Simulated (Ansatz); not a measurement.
**Single-point calculation of Ti$_{16}$O$_{31}$ (part 2 of 2)**

Ti$_{16}$O$_{31}$ (defect cell, 47 atoms in the cell); DFT PBE, scalar-relativistic, plane waves, PAW, spin-polarised (Ansatz 0.2.0); cutoff 420 eV, 2×2×1 k-mesh, Gaussian smearing of 0.05 eV, collinear spins. The structure derives from a Materials Project entry.

### Output, continued
```
  k-point 0 ↑: bands = ["-50.0940", "-50.0831", "-50.0780", "-50.0664", "-50.0521", "-50.0257", "-49.9973", "-49.9651", "-49.9573", "-49.9539", "-49.9411", "-49.9173", "-49.8776", "-49.7550", "-49.6899", "-49.5629", "-26.4899", "-26.4635", "-26.4484", "-26.4350", "-26.4187", "-26.4082", "-26.4016", "-26.3994", "-26.3929", "-26.3801", "-26.3735", "-26.3648", "-26.3557", "-26.3364", "-26.3242", "-26.3203", "-26.3115", "-26.2987", "-26.2914", "-26.2863", "-26.2821", "-26.2722", "-26.2680", "-26.2610",
      "-26.2555", "-26.2430", "-26.2373", "-26.2243", "-26.2211", "-26.2110", "-26.2034", "-26.1968", "-26.1891", "-26.1848", "-26.1845", "-26.1771", "-26.1599", "-26.1570", "-26.1275", "-26.1044", "-26.0529", "-26.0241", "-25.9881", "-25.9857", "-25.9489", "-25.8794", "-25.8246", "-25.6504", "-11.3291", "-11.0701", "-10.7704", "-10.6628", "-10.5477", "-10.5337", "-10.2957", "-10.2913", "-10.2554", "-10.2413", "-10.1822", "-10.1477", "-10.1132", "-10.0793", "-10.0453", "-10.0393",
      "-10.0134", "-9.9780", "-9.9519", "-9.8855", "-9.7807", "-9.7723", "-9.7536", "-9.7357", "-9.7203", "-9.7108", "-9.6791", "-9.6753", "-9.6589", "-9.6187", "-9.5756", "1.7494", "1.7589", "1.8238", "1.8456", "1.9504", "2.0063", "2.0312", "2.0533", "2.0806", "2.1479", "2.1673", "2.2224", "2.2405", "2.2562", "2.2960", "2.3096", "2.3491", "2.4691", "2.5254", "2.5658", "2.5730", "2.6103", "2.6180", "2.6563", "2.6978",
      "2.7213", "2.7632", "2.8161", "2.8797", "2.8875", "2.9302", "2.9628", "3.0448", "3.0865", "3.1464", "3.1897", "3.1934", "3.3511", "3.4330", "3.5080", "3.5662", "3.6231", "3.6748", "3.6868", "3.7334", "3.7797", "3.8327", "3.8970", "3.9482", "3.9999", "4.0839", "4.1463", "4.1815", "4.2140", "4.2865", "4.3406", "4.3489", "4.4376", "4.5099", "4.5729", "4.6049", "4.6216", "4.6963", "4.7329", "4.7424",
      "4.7572", "4.7710", "4.7903", "4.8122", "4.8231", "4.8561", "4.9137", "4.9200", "4.9515", "4.9989", "5.0721", "5.1182", "5.1428", "5.1615", "5.1772", "5.2160", "5.2887", "5.3738", "5.4826", "5.6028", "5.6185", "5.7213", "5.7887", "5.7993", "5.8292", "5.8498", "5.9056", "5.9579", "8.6956", "8.8335", "9.0231", "9.1136", "9.1277", "9.1414", "9.2092", "9.2528", "9.2655", "9.3478", "9.3639", "9.3699",
      "9.4378", "9.5321", "9.5373", "9.5598", "9.5777", "9.7054"]
  k-point 1 ↑: bands = ["-50.0939", "-50.0833", "-50.0780", "-50.0663", "-50.0522", "-50.0257", "-49.9973", "-49.9650", "-49.9573", "-49.9538", "-49.9411", "-49.9173", "-49.8776", "-49.7550", "-49.6899", "-49.5629", "-26.4870", "-26.4594", "-26.4550", "-26.4341", "-26.4192", "-26.4127", "-26.4012", "-26.3945", "-26.3943", "-26.3799", "-26.3678", "-26.3622", "-26.3506", "-26.3427", "-26.3355", "-26.3266", "-26.3059", "-26.3001", "-26.2926", "-26.2888", "-26.2807", "-26.2716", "-26.2662", "-26.2570",
      "-26.2541", "-26.2472", "-26.2368", "-26.2223", "-26.2213", "-26.2047", "-26.1999", "-26.1956", "-26.1889", "-26.1876", "-26.1849", "-26.1788", "-26.1617", "-26.1581", "-26.1281", "-26.1040", "-26.0539", "-26.0240", "-25.9876", "-25.9859", "-25.9487", "-25.8802", "-25.8241", "-25.6506", "-11.2069", "-11.1831", "-10.7321", "-10.6824", "-10.5842", "-10.4978", "-10.3639", "-10.3054", "-10.2985", "-10.1927", "-10.1757", "-10.1465", "-10.1185", "-10.0885", "-10.0530", "-10.0429",
      "-10.0080", "-9.9612", "-9.9429", "-9.8784", "-9.8038", "-9.7747", "-9.7671", "-9.7424", "-9.7164", "-9.6877", "-9.6835", "-9.6569", "-9.6393", "-9.6174", "-9.5620", "1.7115", "1.7401", "1.8195", "1.8397", "2.0345", "2.0442", "2.0706", "2.0825", "2.1021", "2.1405", "2.1535", "2.1673", "2.2107", "2.2251", "2.2400", "2.3049", "2.3270", "2.4383", "2.4906", "2.5646", "2.6008", "2.6370", "2.6648", "2.6882", "2.7717",
      "2.7884", "2.8056", "2.8311", "2.8521", "2.8872", "2.9100", "2.9469", "3.0040", "3.0653", "3.1212", "3.2597", "3.2832", "3.3354", "3.3801", "3.4179", "3.5032", "3.5447", "3.6346", "3.7093", "3.7322", "3.7922", "3.9067", "3.9989", "4.0260", "4.0632", "4.0666", "4.1114", "4.1172", "4.1488", "4.2052", "4.2997", "4.3792", "4.4010", "4.4790", "4.4919", "4.5475", "4.5667", "4.6314", "4.7237", "4.7427",
      "4.7863", "4.8050", "4.8135", "4.8571", "4.8933", "4.9476", "5.0034", "5.0174", "5.0576", "5.1052", "5.1116", "5.1436", "5.1505", "5.1850", "5.2892", "5.3117", "5.3400", "5.4080", "5.4193", "5.4517", "5.4972", "5.5030", "5.6619", "5.6900", "5.7748", "5.8435", "5.9085", "5.9799", "8.6985", "8.8827", "8.9198", "9.1069", "9.1554", "9.1920", "9.2258", "9.2840", "9.2964", "9.3713", "9.4341", "9.4468",
      "9.4866", "9.5261", "9.5525", "9.6138", "9.6333", "9.7036"]
  k-point 2 ↑: bands = ["-50.0939", "-50.0831", "-50.0780", "-50.0665", "-50.0522", "-50.0256", "-49.9972", "-49.9650", "-49.9573", "-49.9539", "-49.9412", "-49.9174", "-49.8776", "-49.7550", "-49.6899", "-49.5629", "-26.4892", "-26.4628", "-26.4477", "-26.4350", "-26.4167", "-26.4054", "-26.3972", "-26.3876", "-26.3716", "-26.3619", "-26.3558", "-26.3534", "-26.3495", "-26.3390", "-26.3341", "-26.3262", "-26.3203", "-26.3128", "-26.3097", "-26.2975", "-26.2841", "-26.2714", "-26.2631", "-26.2527",
      "-26.2513", "-26.2458", "-26.2346", "-26.2236", "-26.2167", "-26.2150", "-26.2042", "-26.2016", "-26.1907", "-26.1901", "-26.1818", "-26.1764", "-26.1723", "-26.1608", "-26.1353", "-26.1171", "-26.0521", "-26.0277", "-25.9888", "-25.9862", "-25.9480", "-25.8794", "-25.8243", "-25.6501", "-11.0257", "-11.0060", "-10.7905", "-10.7217", "-10.5327", "-10.5199", "-10.3815", "-10.3744", "-10.1969", "-10.1890", "-10.1599", "-10.1266", "-10.1147", "-10.0839", "-10.0693", "-10.0485",
      "-9.9997", "-9.9827", "-9.9360", "-9.9089", "-9.8854", "-9.8626", "-9.8422", "-9.7373", "-9.7240", "-9.7173", "-9.7028", "-9.6739", "-9.6681", "-9.6257", "-9.5791", "1.6363", "1.7042", "1.7077", "1.7377", "1.8854", "1.9390", "1.9587", "1.9657", "2.0899", "2.1249", "2.2023", "2.2224", "2.2467", "2.2645", "2.2679", "2.2826", "2.3200", "2.4758", "2.4832", "2.5418", "2.5630", "2.6235", "2.6573", "2.6977", "2.7605",
      "2.8290", "2.9052", "2.9708", "2.9780", "3.0364", "3.0608", "3.1138", "3.1363", "3.1946", "3.2176", "3.2899", "3.3747", "3.4010", "3.4383", "3.4526", "3.4924", "3.5985", "3.6507", "3.6937", "3.7701", "3.8201", "3.8635", "3.9198", "3.9243", "3.9601", "4.0083", "4.0305", "4.1374", "4.1582", "4.1782", "4.2115", "4.2720", "4.3523", "4.3806", "4.4196", "4.5294", "4.5531", "4.5854", "4.5919", "4.6222",
      "4.6734", "4.7218", "4.7567", "4.8294", "4.8547", "4.8858", "4.9541", "5.0105", "5.0754", "5.1376", "5.1905", "5.2090", "5.3061", "5.3354", "5.4078", "5.4405", "5.4552", "5.5220", "5.6083", "5.6761", "5.6962", "5.7434", "5.7768", "5.8379", "5.8614", "5.8636", "5.9487", "5.9782", "8.6776", "9.1395", "9.1679", "9.1868", "9.2016", "9.2254", "9.2628", "9.3133", "9.3407", "9.3680", "9.3876", "9.3940",
      "9.4206", "9.4668", "9.5115", "9.5288", "9.5652", "9.6051"]
  k-point 3 ↓: bands = ["-50.0938", "-50.0832", "-50.0780", "-50.0664", "-50.0523", "-50.0257", "-49.9972", "-49.9650", "-49.9574", "-49.9538", "-49.9411", "-49.9174", "-49.8776", "-49.7550", "-49.6899", "-49.5629", "-26.4869", "-26.4589", "-26.4549", "-26.4336", "-26.4165", "-26.4121", "-26.3918", "-26.3829", "-26.3664", "-26.3582", "-26.3548", "-26.3514", "-26.3496", "-26.3411", "-26.3390", "-26.3316", "-26.3292", "-26.3169", "-26.3089", "-26.2959", "-26.2874", "-26.2645", "-26.2624", "-26.2540",
      "-26.2483", "-26.2452", "-26.2337", "-26.2252", "-26.2205", "-26.2104", "-26.2026", "-26.1962", "-26.1924", "-26.1894", "-26.1836", "-26.1783", "-26.1702", "-26.1634", "-26.1363", "-26.1164", "-26.0531", "-26.0277", "-25.9890", "-25.9857", "-25.9478", "-25.8802", "-25.8238", "-25.6504", "-10.9406", "-10.9101", "-10.8673", "-10.8457", "-10.4957", "-10.4295", "-10.4087", "-10.4008", "-10.2431", "-10.2389", "-10.2217", "-10.1638", "-10.1043", "-10.0795", "-10.0535", "-10.0347",
      "-9.9949", "-9.9776", "-9.9433", "-9.9162", "-9.8629", "-9.8473", "-9.8254", "-9.7461", "-9.7398", "-9.7173", "-9.6973", "-9.6538", "-9.6514", "-9.6147", "-9.5606", "1.6311", "1.6928", "1.7082", "1.7225", "1.9407", "1.9698", "1.9928", "2.0072", "2.0998", "2.1199", "2.1444", "2.1658", "2.1950", "2.2720", "2.2860", "2.2964", "2.3381", "2.3575", "2.4473", "2.5698", "2.6245", "2.6582", "2.6958", "2.7171", "2.7952",
      "2.8463", "2.9055", "2.9471", "3.0044", "3.0602", "3.0945", "3.1055", "3.1197", "3.1861", "3.1892", "3.2015", "3.2604", "3.3442", "3.4039", "3.4837", "3.6296", "3.6685", "3.6940", "3.7454", "3.7598", "3.8258", "3.8606", "3.8860", "3.8934", "3.9065", "3.9596", "3.9992", "4.0347", "4.0965", "4.1658", "4.2017", "4.3064", "4.3320", "4.3476", "4.4630", "4.5034", "4.5252", "4.5561", "4.6545", "4.7004",
      "4.7183", "4.7966", "4.8512", "4.8658", "4.9032", "4.9193", "4.9829", "5.0609", "5.0762", "5.1724", "5.2054", "5.2534", "5.3360", "5.3823", "5.4244", "5.4325", "5.4773", "5.5342", "5.5584", "5.5789", "5.6890", "5.7211", "5.7354", "5.7683", "5.7978", "5.8111", "5.8740", "5.8875", "8.6673", "9.0873", "9.1072", "9.1848", "9.2293", "9.2751", "9.2884", "9.3180", "9.3634", "9.3869", "9.3933", "9.4061",
      "9.4353", "9.4622", "9.5075", "9.5390", "9.5616", "9.6056"]
--- Löwdin populations: 47 sites ---
  site symbol       q [e]    m [muB]
     0     Ti     10.6540     0.0000
     1     Ti     10.6571     0.0000
     2     Ti     10.6593     0.0000
     3     Ti     10.6586     0.0000
     4     Ti     10.7453    -0.0000
     5     Ti     10.6371     0.0000
     6     Ti     10.6419     0.0000
     7     Ti     10.6341    -0.0000
     8     Ti     10.8012     0.0000
     9     Ti     10.6600     0.0000
    10     Ti     10.6695     0.0000
    11     Ti     10.6613     0.0000
    12     Ti     10.8423    -0.0001
    13     Ti     10.6455     0.0000
    14     Ti     10.6444     0.0000
    15     Ti     10.6477     0.0000
    16      O      6.6384    -0.0000
    17      O      6.6434    -0.0000
    18      O      6.6349    -0.0000
    19      O      6.6560    -0.0000
    20      O      6.6611    -0.0000
    21      O      6.6602    -0.0000
    22      O      6.6627    -0.0000
    23      O      6.5654     0.0000
    24      O      6.5362    -0.0000
    25      O      6.5610    -0.0000
    26      O      6.5436    -0.0000
    27      O      6.6464    -0.0000
    28      O      6.6482    -0.0000
    29      O      6.6454    -0.0000
    30      O      6.6446    -0.0000
    31      O      6.7015    -0.0000
    32      O      6.7126    -0.0000
    33      O      6.7024    -0.0000
    34      O      6.7100    -0.0000
    35      O      6.5492    -0.0000
    36      O      6.5445    -0.0000
    37      O      6.5426    -0.0000
    38      O      6.5614     0.0000
    39      O      6.7145    -0.0000
    40      O      6.7101    -0.0000
    41      O      6.6988    -0.0000
    42      O      6.7069    -0.0000
    43      O      6.6421    -0.0000
    44      O      6.6510    -0.0000
    45      O      6.6592     0.0000
    46      O      6.6625     0.0000
  spilling = 0.003502 (of n_electrons = 378.000000)
--- Band densities, each state counted as filled ---
  window                                       electrons  max residual (eV)  cut levels
  e_range: [-0.25, 0.25]             1.750000 + 1.750000             2.1e-6           0
  e_range: [-1.2, 0]                 1.000000 + 1.000000             1.6e-6           0
  e_range: [0, 1.2]                23.000000 + 23.000000             2.1e-6           0
```

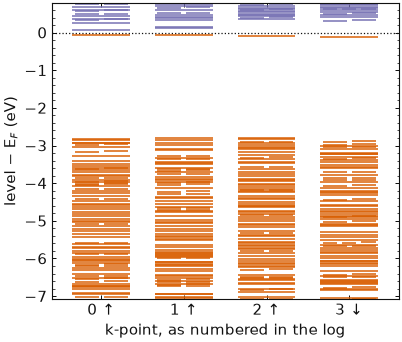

Fig. 1: Kohn–Sham levels near the Fermi level (dotted) at the few k-points that the log prints; levels within 0.02 eV of each other stand side by side. Among these points the highest filled and lowest empty levels are 0.14 eV apart, which is the gap on the mesh.

### Summary

- outcome: converged
- electrons treated: 378
- free energy: −57649.7137 eV
- Fermi energy: 8.772 eV
- gap on the k-point mesh: 0.14 eV
- net moment of the cell: 0.00 μB
- integrated absolute moment: 0.00 μB
- largest force (length of the vector): 0.034 eV/Å
- hardware: 4 threads of Arm Neoverse N1, 98 GiB of memory available, shared host
- wall time: 8.9 min (CPU time 34 min)
- peak memory: 4.4 GiB

### Notes

Warnings of the run: the state was not tested for a lower one. So coarse a mesh can miss the band edges, so the true gap of this method can be much smaller, or zero. The k-point mesh is coarse for a cell of this size, so the results may not be converged.
